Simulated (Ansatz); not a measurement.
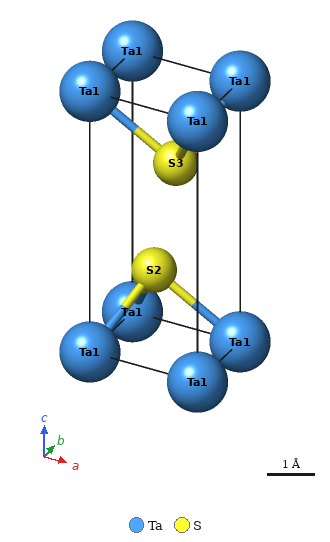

**Figure 1.** The structure (ball-and-stick view of the cell of the calculation, seen slightly off an axis; atoms are numbered from 1 in the order of the input). Near neighbours in the crystal (not all of them lie inside the picture): Ta has 6 S at 2.43 Å; S has 3 Ta at 2.43 Å.

## Two runs on TaS₂

System: TaS₂ (3 atoms in the cell).
Method of run A: DFT PBEsol+U, spin-orbit coupling, plane waves, PAW, Ueff = 7 eV on Ta atom 1 d (Ansatz 0.2.0).

The structure derives from an entry of the Crystallography Open Database. Text and figures count atoms from 1; the logs count them from 0 in places.

### Input, run A
```yaml
crystal:
  lattice:
    - [3.3500014, 0.0, 0.0]
    - [-1.6750007, 2.90118631, 0.0]
    - [0.0, 0.0, 5.85999874]
  atoms:
    - { symbol: Ta, position: [0.0, 0.0, 0.0], spin: 1.0, spin_axis: [1.0, 0.0, 0.0] }
    - { symbol: S, position: [0.3333333333, 0.6666666667, 0.25] }
    - { symbol: S, position: [0.6666666667, 0.3333333333, 0.75] }
basis:
  ecutwfc: 420
  ecutrho_ratio: 4
kpoints:
  mp_grid: { grid: [7, 7, 3] }
hamiltonian:
  xc: pbesol
  hubbard:
    sites:
      - { site: 0, l: d, u_eff: 7.0, starting_ns: [{ occupation_matrix: s0 }] }
    occupation_matrices:
      s0:
        spinor_matrix:
          - [[0.02, 0.0], [0.0, 0.0], [0.0, 0.0], [0.0, 0.0], [0.0, 0.0], [0.0, 0.0], [0.0, 0.0], [0.0, 0.0], [0.0, 0.0], [0.0, 0.0]]
          - [[0.0, 0.0], [0.02, 0.0], [0.0, 0.0], [0.0, 0.0], [0.0, 0.0], [0.0, 0.0], [0.0, 0.0], [0.0, 0.0], [0.0, 0.0], [0.0, 0.0]]
          - [[0.0, 0.0], [0.0, 0.0], [0.495, 0.0], [0.0, 0.0], [0.0, 0.0], [0.0, 0.0], [0.0, 0.0], [0.475, 0.0], [0.0, 0.0], [0.0, 0.0]]
          - [[0.0, 0.0], [0.0, 0.0], [0.0, 0.0], [0.02, 0.0], [0.0, 0.0], [0.0, 0.0], [0.0, 0.0], [0.0, 0.0], [0.0, 0.0], [0.0, 0.0]]
          - [[0.0, 0.0], [0.0, 0.0], [0.0, 0.0], [0.0, 0.0], [0.02, 0.0], [0.0, 0.0], [0.0, 0.0], [0.0, 0.0], [0.0, 0.0], [0.0, 0.0]]
          - [[0.0, 0.0], [0.0, 0.0], [0.0, 0.0], [0.0, 0.0], [0.0, 0.0], [0.02, 0.0], [0.0, 0.0], [0.0, 0.0], [0.0, 0.0], [0.0, 0.0]]
          - [[0.0, 0.0], [0.0, 0.0], [0.0, 0.0], [0.0, 0.0], [0.0, 0.0], [0.0, 0.0], [0.02, 0.0], [0.0, 0.0], [0.0, 0.0], [0.0, 0.0]]
          - [[0.0, 0.0], [0.0, 0.0], [0.475, 0.0], [0.0, 0.0], [0.0, 0.0], [0.0, 0.0], [0.0, 0.0], [0.495, 0.0], [0.0, 0.0], [0.0, 0.0]]
          - [[0.0, 0.0], [0.0, 0.0], [0.0, 0.0], [0.0, 0.0], [0.0, 0.0], [0.0, 0.0], [0.0, 0.0], [0.0, 0.0], [0.02, 0.0], [0.0, 0.0]]
          - [[0.0, 0.0], [0.0, 0.0], [0.0, 0.0], [0.0, 0.0], [0.0, 0.0], [0.0, 0.0], [0.0, 0.0], [0.0, 0.0], [0.0, 0.0], [0.02, 0.0]]
    ns_hold: { iters: 5 }
scf:
  occupations: { method: gaussian, width: 0.05 }
  lower_state_search: "off"
  max_iter: 150
output:
  forces: true
  stress: true
  eigenvalues: true
  populations: true
  hubbard: { sites: [{ site: 0, l: d }] }
magnetization:
  noncollinear: true
  spin_orbit: true
```

Command:
```bash
ansatz run input.yaml --threads 4 --pin off --max-ram 6144MiB --backend cpu --events-out ev --progress --plain --runs-dir out
```

Hardware: 4 threads of Intel Xeon (Emerald Rapids), 16 GiB of memory available, shared host.

### Output, shortened to warnings, some set-up lines, iterations and results (run A)
```
Warning: output.stress: scf.convergence.dr2_threshold = 1e-7 eV (the SCF's general default) is looser than the 3e-10 eV advised for a printed stress (1e-10 eV for each atom of the cell: 3). What an SCF threshold leaves in a stress goes as its square root, and in the free energy as the threshold itself, and one threshold admits the most on a small cell: of the crystals measured, under no hybrid …
WARN: hamiltonian.hubbard: on 1 of 1 specified blocks the occupation matrix of this SCF's result fails the test of the specified filling. At site 0 (sites count from 0 in the list of atoms of the cell that this SCF solves) the least filled combination of the orbitals specified full has occupation 0.506, and the fullest combination of the orbitals specified empty has occupation 0.821; the filling …
Basis set: ecut = 420 eV, 1135 PW (Γ), exchange–correlation on 48×48×80 points (8 copies of the dense FFT grid, shifted against one another)
Symmetry: 4 space group operations
k-points: 44 of 147
Initial density: superposition of atomic densities (chi_scale 0.1, normalization cell, long waves kept (reshape's long-wave potential 0.04 eV rms))
[...]
SCF iter   1: F=—  HF=-11591.390082 eV  |F-HF|=—  |Δ(HF+E_count)|=         —  Δρ=6.49e-2  dr2=2.81e0  dr2_m=1.96e-1  ethr=3.10e-3  |M|=8.28e-1 ∫|m|=9.24e-1 μB  |m|>n=0.0e0 …
SCF iter   2: F=—  HF=-11590.900220 eV  |F-HF|=—  |Δ(HF+E_count)|=   4.90e-1  Δρ=4.60e-2  dr2=1.32e0  dr2_m=9.85e-2  ethr=3.10e-3  |M|=8.18e-1 ∫|m|=9.38e-1 μB  |m|>n=0.0e0 …
SCF iter   3: F=—  HF=-11590.516660 eV  |F-HF|=—  |Δ(HF+E_count)|=   3.84e-1  Δρ=1.92e-2  dr2=1.46e-1  dr2_m=4.83e-2  ethr=3.10e-3  |M|=7.34e-1 ∫|m|=9.16e-1 μB  |m|>n=0.0e0 …
SCF iter   4: F=—  HF=-11590.516472 eV  |F-HF|=—  |Δ(HF+E_count)|=   1.88e-4  Δρ=1.39e-2  dr2=2.72e-2  dr2_m=2.54e-2  ethr=5.82e-4  |M|=7.61e-1 ∫|m|=9.37e-1 μB  |m|>n=0.0e0 …
SCF iter   5: F=—  HF=-11590.530552 eV  |F-HF|=—  |Δ(HF+E_count)|=   1.41e-2  Δρ=2.77e-3  dr2=6.36e-3  dr2_m=4.48e-4  ethr=1.09e-4  |M|=7.83e-1 ∫|m|=9.78e-1 μB  |m|>n=0.0e0 …
[... 39 lines ...]
SCF iter  45: F=—  HF=-11593.953921 eV  |F-HF|=—  |Δ(HF+E_count)|=   1.68e-5  Δρ=2.17e-5  dr2=4.56e-7  dr2_m=2.43e-8  ethr=2.94e-9  |M|=9.78e-1 ∫|m|=1.12e0 μB  |m|>n=0.0e0 …
SCF iter  46: F=—  HF=-11593.953922 eV  |F-HF|=—  |Δ(HF+E_count)|=   3.83e-7  Δρ=5.94e-6  dr2=2.94e-8  dr2_m=2.27e-9  ethr=4.00e-10  |M|=9.78e-1 ∫|m|=1.12e0 μB  |m|>n=0.0e0 …
SCF iter  47: F=-11593.953922 eV  HF=-11593.953922 eV  |F-HF|=1.78e-10  |Δ(HF+E_count)|=   9.62e-8  Δρ=1.77e-6  dr2=1.17e-9  dr2_m=4.07e-10  ethr=1.18e-10  |M|=9.78e-1 …
SCF iter  48: F=-11593.953922 eV  HF=-11593.953922 eV  |F-HF|=1.71e-10  |Δ(HF+E_count)|=    0.00e0  Δρ=1.77e-6  dr2=1.17e-9  dr2_m=4.08e-10  ethr=4.67e-12  |M|=9.78e-1 …
SCF 1 converged in 48 iterations: F = -11593.953922 eV  dr2 = 1.17e-9
SCF converged after 48 iterations
Stability not told: the SCF's own minimisation came to no verdict on its close; the lowest value that the minimisation read is 2.0e-2 (residual 1.2e-3): no lower mode is shown, and none is ruled out
Magnetization: |M| = 0.9782 μB,  M = (+0.9782, -0.0000, -0.0000) μB
Absolute magnetization: 1.1237 μB (∫|m|, with the PAW one-centre terms)
Moment direction: turned by 0.4212 rad
  site 0: m = (+0.5730, -0.0000, +0.0000) μB, |m| = 0.5730 μB  (R = 1.00 Å)
  site 1: m = (-0.0115, -0.0000, -0.0000) μB, |m| = 0.0115 μB  (R = 1.00 Å)
  site 2: m = (-0.0115, -0.0000, +0.0000) μB, |m| = 0.0115 μB  (R = 1.00 Å)
Free energy (F): -11593.953922 eV
Harris-Foulkes:  -11593.953922 eV  (|F-HF|=1.71e-10)
Internal energy: -11593.953922 eV  (E = F + TS)
E sigma→0 (E₀):  -11593.953922 eV
Fermi energy:    10.787366 eV
--- Per-component energies (eV) ---
  E_band       = -191.447630
  E_kinetic    = 586.930615
  E_local      = -1418.321125  (includes V_loc(G=0)·N_el)
  E_nonlocal   = 71.224340
  E_hartree    = 537.525371
  E_xc         = -411.608381
  E_vxc        = -381.753496  (∫ρ·V_xc dr)
  E_hubbard    = 6.348307  (on-site DFT+U / exact-exchange correction)
  E_vhub       = 0.249521  (the Hubbard potential's part of the band-sum identity)
  E_paw        = -9460.185731  (= ΣΔE_a)
  E_vpaw       = -124.828394  (= ΣTr[D̂ρ^β])
  E_aug_tail   = 0.000125  (compensation charges beyond the density's cutoff)
  E_ewald      = -1506.209906
  E_core_change = 0.342462  (= ΣΔE_core)
  E_smearing   = -0.000000  (= −TS)
  E_closure    = 0.000000  (closes the sum)
  Σ components = -11593.953922   (vs F -11593.953922, Δ=0.00e0)
--- Hubbard shell moments (per corrected site; Tr N, ν in electrons; μ in μ_B) ---
  shell 0: Tr N=3.5563  μ_S=(+0.9891, -0.0000, +0.0000)  μ_L=(-0.6137, +0.0000, +0.0000)  μ=(+0.3754, -0.0000, +0.0000)  ν=0.1147 along (+1.000, +0.000, +0.000)
--- Specified on-site occupations, and those of the state reported ---
  electrons in the specified blocks: 1.1500 specified, 3.5563 found
  site 0 (l=d): largest change of an orbital's occupation 0.8305; electrons 1.1500 specified, 3.5563 found; spectral distance 0.8975
--- Forces (eV/Å), atoms counted from 1 ---
  atom   1  Ta    -0.00000000    -0.00000000     0.00000000
  atom   2  S     -0.00000000     0.03796947     1.27399588
  atom   3  S      0.00000000    -0.03796947    -1.27399588
  max |Σ_I F_I| component: 2.08e-17 eV/Å
--- Stress (GPa, compression-positive) ---
       20.368382       0.000000      -0.000000
        0.000000      19.070401       0.316931
       -0.000000       0.316945      11.356259
  P = ⅓ Tr σ = 16.9317 GPa (169.317 kbar)
Occupation matrices written to [file]
--- Löwdin populations: 3 sites ---
[...]
```

For run B the input was changed thus:
```diff
-          - [[0.0, 0.0], [0.0, 0.0], [0.495, 0.0], [0.0, 0.0], [0.0, 0.0], [0.0, 0.0], [0.0, 0.0], [0.475, 0.0], [0.0, 0.0], [0.0, 0.0]]
+          - [[0.0, 0.0], [0.0, 0.0], [0.37706, 0.0], [0.0, 0.0], [0.20521, 0.0], [0.0, 0.0], [0.0, 0.0], [0.35706, 0.0], [0.0, 0.0], [0.20521, 0.0]]
-          - [[0.0, 0.0], [0.0, 0.0], [0.0, 0.0], [0.0, 0.0], [0.02, 0.0], [0.0, 0.0], [0.0, 0.0], [0.0, 0.0], [0.0, 0.0], [0.0, 0.0]]
+          - [[0.0, 0.0], [0.0, 0.0], [0.20521, 0.0], [0.0, 0.0], [0.13794, 0.0], [0.0, 0.0], [0.0, 0.0], [0.20521, 0.0], [0.0, 0.0], [0.11794, 0.0]]
-          - [[0.0, 0.0], [0.0, 0.0], [0.475, 0.0], [0.0, 0.0], [0.0, 0.0], [0.0, 0.0], [0.0, 0.0], [0.495, 0.0], [0.0, 0.0], [0.0, 0.0]]
+          - [[0.0, 0.0], [0.0, 0.0], [0.35706, 0.0], [0.0, 0.0], [0.20521, 0.0], [0.0, 0.0], [0.0, 0.0], [0.37706, 0.0], [0.0, 0.0], [0.20521, 0.0]]
-          - [[0.0, 0.0], [0.0, 0.0], [0.0, 0.0], [0.0, 0.0], [0.0, 0.0], [0.0, 0.0], [0.0, 0.0], [0.0, 0.0], [0.0, 0.0], [0.02, 0.0]]
-    ns_hold: { iters: 5 }
+          - [[0.0, 0.0], [0.0, 0.0], [0.20521, 0.0], [0.0, 0.0], [0.11794, 0.0], [0.0, 0.0], [0.0, 0.0], [0.20521, 0.0], [0.0, 0.0], [0.13794, 0.0]]
+    ns_hold: until_converged
```

How does run B compare with run A?

Run B ends 0.6 meV per atom lower: the change has altered the solution reached or how tightly it is converged. The gap on the mesh goes from 1.02 to 0.82 eV. The irreducible k-points go from 44 to 74. On the same kind of shared host run B took about 3.2 times as long.

### Output, shortened to warnings, some set-up lines, iterations and results (run B)
```
Warning: crystal.symmetry: narrowed to the stabiliser of the occupation matrices — unitary ops 4 → 2; lowered by the specified shell (site 0, l: d); largest admitted image defect 2.2e-16, smallest excluded 4.1e-1 — at a splitting's scale: the group the occupation matrices' own texture admits
Warning: output.stress: scf.convergence.dr2_threshold = 1e-7 eV (the SCF's general default) is looser than the 3e-10 eV advised for a printed stress (1e-10 eV for each atom of the cell: 3). What an SCF threshold leaves in a stress goes as its square root, and in the free energy as the threshold itself, and one threshold admits the most on a small cell: of the crystals measured, under no hybrid …
WARN: hamiltonian.hubbard: on 1 of 1 specified blocks the occupation matrix of this SCF's result fails the test of the specified filling. At site 0 (sites count from 0 in the list of atoms of the cell that this SCF solves) the least filled combination of the orbitals specified full has occupation 0.494, and the fullest combination of the orbitals specified empty has occupation 0.804; the filling …
Basis set: ecut = 420 eV, 1135 PW (Γ), exchange–correlation on 48×48×80 points (8 copies of the dense FFT grid, shifted against one another)
Symmetry: 2 space group operations
k-points: 74 of 147
Initial density: superposition of atomic densities (chi_scale 0.1, normalization cell, long waves kept (reshape's long-wave potential 0.04 eV rms))
[...]
SCF iter   1: F=—  HF=-11591.526285 eV  |F-HF|=—  |Δ(HF+E_count)|=         —  Δρ=6.61e-2  dr2=2.91e0  dr2_m=2.07e-1  ethr=3.10e-3  |M|=8.39e-1 ∫|m|=9.01e-1 μB  |m|>n=0.0e0 …
SCF iter   2: F=—  HF=-11590.724820 eV  |F-HF|=—  |Δ(HF+E_count)|=   8.01e-1  Δρ=3.47e-2  dr2=5.62e-1  dr2_m=1.01e-1  ethr=3.10e-3  |M|=8.37e-1 ∫|m|=9.28e-1 μB  |m|>n=0.0e0 …
SCF iter   3: F=—  HF=-11590.643676 eV  |F-HF|=—  |Δ(HF+E_count)|=   8.11e-2  Δρ=1.98e-2  dr2=2.29e-1  dr2_m=5.03e-2  ethr=2.25e-3  |M|=8.31e-1 ∫|m|=9.45e-1 μB  |m|>n=0.0e0 …
SCF iter   4: F=—  HF=-11590.623448 eV  |F-HF|=—  |Δ(HF+E_count)|=   2.02e-2  Δρ=1.43e-2  dr2=1.89e-2  dr2_m=2.69e-2  ethr=9.17e-4  |M|=8.41e-1 ∫|m|=9.56e-1 μB  |m|>n=0.0e0 …
SCF iter   5: F=—  HF=-11590.630355 eV  |F-HF|=—  |Δ(HF+E_count)|=   6.91e-3  Δρ=1.03e-2  dr2=5.54e-3  dr2_m=1.40e-2  ethr=7.57e-5  |M|=8.43e-1 ∫|m|=9.67e-1 μB  |m|>n=0.0e0 …
[... 58 lines ...]
SCF iter  64: F=—  HF=-11593.955678 eV  |F-HF|=—  |Δ(HF+E_count)|=   7.90e-7  Δρ=3.65e-6  dr2=2.24e-9  dr2_m=3.23e-9  ethr=2.15e-11  |M|=9.91e-1 ∫|m|=1.12e0 μB  |m|>n=0.0e0 …
SCF iter  65: F=—  HF=-11593.955679 eV  |F-HF|=—  |Δ(HF+E_count)|=   3.05e-7  Δρ=2.15e-6  dr2=5.40e-10  dr2_m=1.04e-9  ethr=8.94e-12  |M|=9.91e-1 ∫|m|=1.12e0 μB  |m|>n=0.0e0 …
SCF iter  66: F=-11593.955679 eV  HF=-11593.955679 eV  |F-HF|=6.18e-10  |Δ(HF+E_count)|=   1.26e-7  Δρ=1.38e-6  dr2=2.36e-10  dr2_m=3.72e-10  ethr=2.16e-12  |M|=9.91e-1 …
SCF iter  67: F=-11593.955679 eV  HF=-11593.955679 eV  |F-HF|=6.26e-10  |Δ(HF+E_count)|=  3.64e-12  Δρ=1.38e-6  dr2=2.36e-10  dr2_m=3.72e-10  ethr=1.00e-12  |M|=9.91e-1 …
SCF 1 converged in 67 iterations: F = -11593.955679 eV  dr2 = 2.36e-10
SCF converged after 67 iterations
Stability not told: the SCF's own minimisation came to no verdict on its close; the lowest value that the minimisation read is 9.4e-3 (residual 3.6e-3): no lower mode is shown, and none is ruled out
Magnetization: |M| = 0.9908 μB,  M = (+0.8177, +0.4745, +0.2967) μB
Absolute magnetization: 1.1212 μB (∫|m|, with the PAW one-centre terms)
Moment direction: turned by 0.8124 rad
  site 0: m = (+0.4782, +0.2774, +0.1729) μB, |m| = 0.5792 μB  (R = 1.00 Å)
  site 1: m = (-0.0087, -0.0050, -0.0018) μB, |m| = 0.0102 μB  (R = 1.00 Å)
  site 2: m = (-0.0087, -0.0050, -0.0018) μB, |m| = 0.0102 μB  (R = 1.00 Å)
Free energy (F): -11593.955679 eV
Harris-Foulkes:  -11593.955679 eV  (|F-HF|=6.26e-10)
Internal energy: -11593.955679 eV  (E = F + TS)
E sigma→0 (E₀):  -11593.955679 eV
Fermi energy:    10.865095 eV
--- Per-component energies (eV) ---
  E_band       = -191.456848
  E_kinetic    = 586.958744
  E_local      = -1418.326852  (includes V_loc(G=0)·N_el)
  E_nonlocal   = 71.221751
  E_hartree    = 537.516540
  E_xc         = -411.609918
  E_vxc        = -381.755362  (∫ρ·V_xc dr)
  E_hubbard    = 6.336552  (on-site DFT+U / exact-exchange correction)
  E_vhub       = 0.236621  (the Hubbard potential's part of the band-sum identity)
  E_paw        = -9460.185175  (= ΣΔE_a)
  E_vpaw       = -124.824871  (= ΣTr[D̂ρ^β])
  E_aug_tail   = 0.000125  (compensation charges beyond the density's cutoff)
  E_ewald      = -1506.209906
  E_core_change = 0.342462  (= ΣΔE_core)
  E_smearing   = -0.000000  (= −TS)
  E_closure    = -0.000000  (closes the sum)
  Σ components = -11593.955679   (vs F -11593.955679, Δ=0.00e0)
--- Hubbard shell moments (per corrected site; Tr N, ν in electrons; μ in μ_B) ---
  shell 0: Tr N=3.5533  μ_S=(+0.8240, +0.4781, +0.2943)  μ_L=(-0.5228, -0.3030, -0.2303)  μ=(+0.3012, +0.1751, +0.0640)  ν=0.0718 along (+0.824, +0.478, +0.303)
--- Specified on-site occupations, and those of the state reported ---
  electrons in the specified blocks: 1.1500 specified, 3.5533 found
  site 0 (l=d): largest change of an orbital's occupation 0.8197; electrons 1.1500 specified, 3.5533 found; spectral distance 0.8969
--- Forces (eV/Å), atoms counted from 1 ---
  atom   1  Ta     0.00000000     0.00000000     0.00000000
  atom   2  S      0.04942008     0.02838081     1.28726920
  atom   3  S     -0.04942008    -0.02838081    -1.28726920
  max |Σ_I F_I| component: 0.00e0 eV/Å
--- Stress (GPa, compression-positive) ---
       20.054108       0.493086       0.407309
        0.493178      19.491324       0.233874
        0.407325       0.233854      11.482937
  P = ⅓ Tr σ = 17.0095 GPa (170.095 kbar)
Occupation matrices written to [file]
--- Löwdin populations: 3 sites ---
[...]
```

### The two runs side by side

| quantity | run A | run B |
| --- | --- | --- |
| outcome | converged | converged |
| free energy per atom (eV) | −3864.6513 | −3864.6519 |
| gap on the mesh (eV) | 1.02 | 0.82 |
| net moment of the cell (μB) | 0.98 | 0.99 |
| absolute moment of the cell (μB) | 1.12 | 1.12 |
| pressure (GPa) | 16.93 | 17.01 |
| largest force (eV/Å) | 1.275 | 1.289 |
| SCF iterations | 48 | – |
| irreducible k-points | 44 | 74 |
| plane waves at Γ | 1135 | 1135 |
| wall time (shared host) | 34 s | 1.8 min |

For run A: Warnings: the typed occupations were not kept; the SCF threshold is looser than advised for the printed stress. The cell is under a pressure of 16.9 GPa at this level, so it is not at its equilibrium volume. For run B: Warnings: the typed occupations were not kept; the SCF threshold is looser than advised for the printed stress; the occupation matrices lower the symmetry. The cell is under a pressure of 17.0 GPa at this level, so it is not at its equilibrium volume.
